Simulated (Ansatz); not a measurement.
**Run report: Al12H, geometry relaxation (part 2 of 2)**

Al12H (slab, 13 atoms in the cell); DFT PBE, scalar-relativistic, plane waves, PAW, no spin polarisation (Ansatz 0.2.0); cutoff 420 eV, 6×6×1 k-mesh, Gaussian smearing of 0.1 eV. The structure derives from an entry of the Crystallography Open Database. The input holds or restrains some coordinates.

Geometry of the input (Å; fractional positions):
```
5.7143  0.0000  0.0000
-2.8572  4.9487  0.0000
0.0000  0.0000  20.1016
Al 0.3333  0.1667  0.1990
Al 0.3333  0.6667  0.1990
Al 0.8333  0.1667  0.1990
Al 0.8333  0.6667  0.1990
Al 0.1667  0.3333  0.3135
Al 0.1667  0.8333  0.3135
Al 0.6667  0.3333  0.3135
Al 0.6667  0.8333  0.3135
Al 0.0000  0.0000  0.4279
Al -0.0000  0.5000  0.4279
Al 0.5000  0.0000  0.4279
Al 0.5000  0.5000  0.4279
H  0.0000  0.0000  0.5035
```

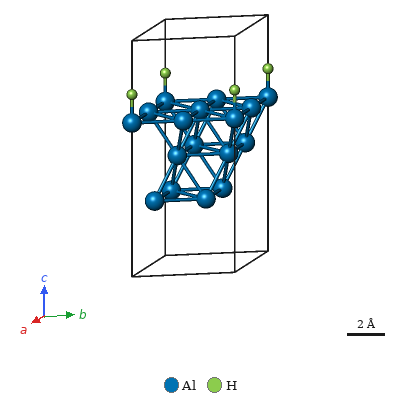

Figure 1. The geometry at step 2 of the log (ball-and-stick view of the cell of the calculation, with the vacuum cut short, seen slightly off an axis).

What the program printed, continued
```
relax step   3: F+E_penalty+E_count = -6462.63916080 eV  Δ(F+E_penalty+E_count) = -9.706e-3 eV  max|allowed force component| = 1.184e-2 eV/Å  Δτ_max = 0.0414 Å  (3 SCF iters, dr2 threshold 1.39e-5 eV, accepted)
iter 1 solved again at ethr=1.10e-8 eV; its pass at ethr=3.10e-3 eV (dr2=4.07e-6 eV) is discarded
SCF iter   1: F=—  HF=-6462.639017 eV  |F-HF|=—  |Δ(HF+E_count)|=         —  Δρ=2.37e-5  dr2=4.08e-6  ethr=1.10e-8  p=-0.081 e·Å  D=-2.59e-2 V/Å  ΔV_dip=0.52 eV  dr2_dipole=8.87e-8  V_vac-E_F(+/−)=4.48/3.96 eV  ⟨swp⟩=1.0  Hψ=616  notcnv=0
efield: sawtooth ramp at fractional position 0.8313 (handed on by an earlier solve), width 0.0400; the density the first Hamiltonian is built on has a dipole p = -0.081 e·Å; the dipole correction subtracts the counter field D = -2.59e-2 V/Å, which shifts the + side's vacuum level by +0.52 eV against the − side's; the planar-averaged density in the ramp window peaks in size at 9.7e-7 e/Å³
preconditioner: auto → LDOS  [insulator: Δε(μ)=0.111 eV  Ē_g=6.352 eV  σ=0.100 eV  W_gap=0.55  n_scr=52 (ndim 8)  ℏωp=9.5 eV  f_vac=0.513  D(μ)=3.79/eV (n_scr^D=6)  ε∞_Penn≈3.2  β→1.0]
SCF iter   2: F=—  HF=-6462.639162 eV  |F-HF|=—  |Δ(HF+E_count)|=   1.44e-4  Δρ=8.78e-6  dr2=1.28e-6  ethr=1.10e-8  p=-0.082 e·Å  D=-2.60e-2 V/Å  ΔV_dip=0.52 eV  dr2_dipole=1.28e-7  V_vac-E_F(+/−)=4.48/3.96 eV  ⟨swp⟩=2.0  Hψ=318  notcnv=0
SCF iter   3: F=-6462.639162 eV  HF=-6462.639162 eV  |F-HF|=4.96e-8  |Δ(HF+E_count)|=   1.22e-7  Δρ=2.44e-6  dr2=7.06e-8  ethr=2.70e-10  p=-0.082 e·Å  D=-2.60e-2 V/Å  ΔV_dip=0.52 eV  dr2_dipole=1.27e-10  V_vac-E_F(+/−)=4.48/3.96 eV  ⟨swp⟩=8.6  Hψ=1134  notcnv=0
SCF 4 converged in 3 iterations: F = -6462.639162 eV  dr2 = 7.06e-8
relax step   4: F+E_penalty+E_count = -6462.63916199 eV  Δ(F+E_penalty+E_count) = -1.195e-6 eV  max|allowed force component| = 1.086e-2 eV/Å  Δτ_max = 0.0000 Å  (3 SCF iters, accepted)
SCF converged after 3 iterations
Free energy (F): -6462.639162 eV
Harris-Foulkes:  -6462.639162 eV  (|F-HF|=4.96e-8)
Internal energy: -6462.620200 eV  (E = F + TS)
E sigma→0 (E₀):  -6462.629681 eV
Entropy (-TS):   -0.018962 eV (-1.459 meV/atom)
Fermi energy:    0.079944 eV
Dipole field:    D = -0.025945 V/Å  (p = -0.081505 e·Å, saw-weighted, corrected)
Work function:   Φ+ = 4.4825 eV   Φ− = 3.9610 eV
Levels:          The Fermi level and band energies are counted from a zero that moves with the ramp; work functions are not
--- Per-component energies (eV) ---
  E_band       = -149.802160
  E_kinetic    = 275.079245
  E_local      = -6053.796696  (includes V_loc(G=0)·N_el)
  E_nonlocal   = 127.649226
  E_hartree    = 2947.779588
  E_xc         = -478.462884
  E_vxc        = -349.100181  (∫ρ·V_xc dr)
  E_paw        = -5608.487377  (= ΣΔE_a)
  E_vpaw       = -44.566735  (= ΣTr[D̂ρ^β])
  E_aug_tail   = -0.001185  (compensation charges beyond the density's cutoff)
  E_efield     = 0.001057  (sawtooth field / dipole correction)
  E_vefield    = -0.625526  (∫n·V_field dr)
  E_ewald      = 2327.618827
  E_smearing   = -0.018962  (= −TS)
  E_closure    = 0.000000  (closes the sum)
  Σ components = -6462.639162   (vs F -6462.639162, Δ=0.00e0)
--- Forces (eV/Å), atoms counted from 1 ---
  atom   1  Al     0.05704041     0.03293229    -0.08509019
  atom   2  Al    -0.00000000    -0.00000000    -0.04330403
  atom   3  Al    -0.05704041     0.03293229    -0.08509019
  atom   4  Al    -0.00000000    -0.06586459    -0.08509019
  atom   5  Al     0.00000000     0.20183358     0.09546293
  atom   6  Al     0.17479301    -0.10091679     0.09546293
  atom   7  Al    -0.00000000    -0.00000000    -0.08689069
  atom   8  Al    -0.17479301    -0.10091679     0.09546293
  atom   9  Al     0.00000000     0.00000000     0.57010700
  atom  10  Al    -0.06743328    -0.03893263    -0.16064062
  atom  11  Al     0.00000000     0.07786525    -0.16064062
  atom  12  Al     0.06743328    -0.03893263    -0.16064062
  atom  13  H      0.00000000    -0.00000000     0.01086068
  max |Σ_I F_I| component: 3.07e-5 eV/Å
--- Band table (eV; the first three rows and the last of 7) ---
  k-point 0: bands = ["-10.5299", "-8.8397", "-6.2548", "-4.7522", "-4.6493", "-4.6493", "-4.6187", "-4.6187", "-4.5998", "-3.7826", "-3.2267", "-3.2267", "-3.1917", "-2.7924", "-2.6727", "-2.6727", "-1.6455", "-0.3043", "-0.3043", "-0.1590", "-0.0790", "-0.0790", "0.3175", "1.5287", "2.6812", "2.6812", "2.7156", "2.7240", "2.7240", "3.0605", "3.9937", "4.6501"]
  k-point 1: bands = ["-10.3628", "-8.6745", "-6.4172", "-6.0959", "-5.4532", "-5.4338", "-4.7888", "-3.9827", "-3.7816", "-3.5633", "-3.5314", "-3.3599", "-2.6902", "-2.2074", "-1.8783", "-1.8548", "-1.5324", "-0.9184", "-0.8070", "-0.2455", "0.8180", "0.8626", "0.9342", "1.6113", "1.8621", "1.9414", "2.6975", "3.4600", "3.7018", "3.8499", "4.0397", "4.1628"]
  k-point 2: bands = ["-9.8628", "-8.1816", "-7.8793", "-6.2387", "-5.9387", "-5.9169", "-5.6019", "-4.3880", "-4.2433", "-3.7439", "-2.9129", "-2.2303", "-2.2189", "-1.7825", "-1.4507", "-1.0570", "-0.4492", "-0.3240", "-0.1521", "0.3276", "1.2534", "1.2655", "1.4704", "1.6600", "1.7497", "2.2185", "2.4338", "2.7293", "3.3761", "3.5051", "3.6539", "4.0308"]
  k-point 6: bands = ["-8.5797", "-8.5172", "-8.5168", "-6.9731", "-6.8246", "-6.8151", "-4.7134", "-4.1194", "-4.1137", "-2.8146", "-2.7585", "-2.6862", "-2.3797", "-1.5993", "-1.0870", "-1.0789", "-0.8417", "-0.8006", "0.2831", "1.7036", "1.8736", "2.0968", "2.1896", "2.1951", "2.7597", "2.8543", "2.8717", "3.1769", "3.3934", "3.4126", "3.9525", "4.2641"]
--- Relaxed structure (4 steps of the walk, 4 accepted, 0 SCFs on fresh bases) ---
  F+E_penalty+E_count = -6462.63916199 eV   max|allowed force component| = 1.086e-2 eV/Å
  atoms:
    - { symbol: Al, position: [0.3333333333333333, 0.16666666666666666, 0.19898871449999997] }
    - { symbol: Al, position: [0.3333333333333333, 0.6666666666666667, 0.19898871449999997] }
    - { symbol: Al, position: [0.8333333333333334, 0.16666666666666666, 0.19898871449999997] }
    - { symbol: Al, position: [0.8333333333333334, 0.6666666666666667, 0.19898871449999997] }
    - { symbol: Al, position: [0.16666666666666666, 0.3333333333333333, 0.313453309] }
    - { symbol: Al, position: [0.16666666666666663, 0.8333333333333334, 0.313453309] }
    - { symbol: Al, position: [0.6666666666666667, 0.3333333333333333, 0.313453309] }
    - { symbol: Al, position: [0.6666666666666667, 0.8333333333333334, 0.313453309] }
    - { symbol: Al, position: [0.0, 0.0, 0.42790744589999996] }
    - { symbol: Al, position: [0.0, 0.5, 0.42790744589999996] }
    - { symbol: Al, position: [0.5, 0.0, 0.42790744589999996] }
    - { symbol: Al, position: [0.5, 0.5, 0.42790744589999996] }
    - { symbol: H, position: [0.0, 0.0, 0.5088464076035886] }
```

Trajectory as extended XYZ (Å, eV, eV/Å), 4 frames, from step=1 to step=4
```
13
Lattice="5.7143 0.0000 0.0000 -2.8572 4.9487 0.0000 0.0000 0.0000 20.1016" Properties=species:S:1:pos:R:3:forces:R:3 step=1 energy=-6462.56992
Al    1.4286    0.8248    4.0000    0.0524   0.0302  -0.0845
Al    0.0000    3.2992    4.0000    0.0000   0.0000  -0.0415
Al    4.2857    0.8248    4.0000   -0.0524   0.0302  -0.0845
Al    2.8572    3.2992    4.0000    0.0000  -0.0605  -0.0845
Al    0.0000    1.6496    6.3009    0.0000   0.1987   0.1029
Al   -1.4286    4.1239    6.3009    0.1721  -0.0993   0.1029
Al    2.8572    1.6496    6.3009    0.0000   0.0000  -0.0848
Al    1.4286    4.1239    6.3009   -0.1721  -0.0993   0.1029
Al    0.0000    0.0000    8.6016    0.0000   0.0000  -0.7876
Al   -1.4286    2.4744    8.6016   -0.0716  -0.0413  -0.1760
Al    2.8572    0.0000    8.6016    0.0000   0.0827  -0.1760
Al    1.4286    2.4744    8.6016    0.0716  -0.0413  -0.1760
H     0.0000    0.0000   10.1216    0.0000   0.0000   1.3871
13
Lattice="5.7143 0.0000 0.0000 -2.8572 4.9487 0.0000 0.0000 0.0000 20.1016" Properties=species:S:1:pos:R:3:forces:R:3 step=2 energy=-6462.62945
Al    1.4286    0.8248    4.0000    0.0554   0.0320  -0.0847
Al    0.0000    3.2992    4.0000    0.0000   0.0000  -0.0421
Al    4.2857    0.8248    4.0000   -0.0554   0.0320  -0.0847
Al    2.8572    3.2992    4.0000    0.0000  -0.0639  -0.0847
Al    0.0000    1.6496    6.3009    0.0000   0.2014   0.0976
Al   -1.4286    4.1239    6.3009    0.1744  -0.1007   0.0976
Al    2.8572    1.6496    6.3009    0.0000   0.0000  -0.0871
Al    1.4286    4.1239    6.3009   -0.1744  -0.1007   0.0976
Al    0.0000    0.0000    8.6016    0.0000   0.0000   0.1186
Al   -1.4286    2.4744    8.6016   -0.0689  -0.0398  -0.1665
Al    2.8572    0.0000    8.6016    0.0000   0.0795  -0.1665
Al    1.4286    2.4744    8.6016    0.0689  -0.0398  -0.1665
H     0.0000    0.0000   10.1872    0.0000   0.0000   0.4709
13
Lattice="5.7143 0.0000 0.0000 -2.8572 4.9487 0.0000 0.0000 0.0000 20.1016" Properties=species:S:1:pos:R:3:forces:R:3 step=3 energy=-6462.63916
Al    1.4286    0.8248    4.0000    0.0572   0.0330  -0.0850
Al    0.0000    3.2992    4.0000    0.0000   0.0000  -0.0433
Al    4.2857    0.8248    4.0000   -0.0572   0.0330  -0.0850
Al    2.8572    3.2992    4.0000    0.0000  -0.0660  -0.0850
Al    0.0000    1.6496    6.3009    0.0000   0.2014   0.0955
Al   -1.4286    4.1239    6.3009    0.1744  -0.1007   0.0955
Al    2.8572    1.6496    6.3009    0.0000   0.0000  -0.0871
Al    1.4286    4.1239    6.3009   -0.1744  -0.1007   0.0955
Al    0.0000    0.0000    8.6016    0.0000   0.0000   0.5695
Al   -1.4286    2.4744    8.6016   -0.0673  -0.0389  -0.1607
Al    2.8572    0.0000    8.6016    0.0000   0.0777  -0.1607
Al    1.4286    2.4744    8.6016    0.0673  -0.0389  -0.1607
H     0.0000    0.0000   10.2286    0.0000   0.0000   0.0118
13
Lattice="5.7143 0.0000 0.0000 -2.8572 4.9487 0.0000 0.0000 0.0000 20.1016" Properties=species:S:1:pos:R:3:forces:R:3 step=4 energy=-6462.63916
Al    1.4286    0.8248    4.0000    0.0570   0.0329  -0.0851
Al    0.0000    3.2992    4.0000    0.0000   0.0000  -0.0433
Al    4.2857    0.8248    4.0000   -0.0570   0.0329  -0.0851
Al    2.8572    3.2992    4.0000    0.0000  -0.0659  -0.0851
Al    0.0000    1.6496    6.3009    0.0000   0.2018   0.0955
Al   -1.4286    4.1239    6.3009    0.1748  -0.1009   0.0955
Al    2.8572    1.6496    6.3009    0.0000   0.0000  -0.0869
Al    1.4286    4.1239    6.3009   -0.1748  -0.1009   0.0955
Al    0.0000    0.0000    8.6016    0.0000   0.0000   0.5701
Al   -1.4286    2.4744    8.6016   -0.0674  -0.0389  -0.1606
Al    2.8572    0.0000    8.6016    0.0000   0.0779  -0.1606
Al    1.4286    2.4744    8.6016    0.0674  -0.0389  -0.1606
H     0.0000    0.0000   10.2286    0.0000   0.0000   0.0109
```

Results in brief

- outcome: converged under the restraints of the input
- electrons treated: 37
- free energy: −6462.6392 eV
- work function, top face: 4.48 eV
- work function, bottom face: 3.96 eV
- Fermi energy: 0.080 eV
- gap on the k-point mesh: none (metallic)
- final volume: 568.45 Å³
- work function (upper face): 4.48 eV
- largest force (length of the vector) at the end, held atoms and coordinates included: 0.570 eV/Å
- hardware: 1 thread of Intel Xeon (Emerald Rapids), 10 GiB of memory available, shared host
- wall time: 37 s
- peak memory: 0.62 GiB
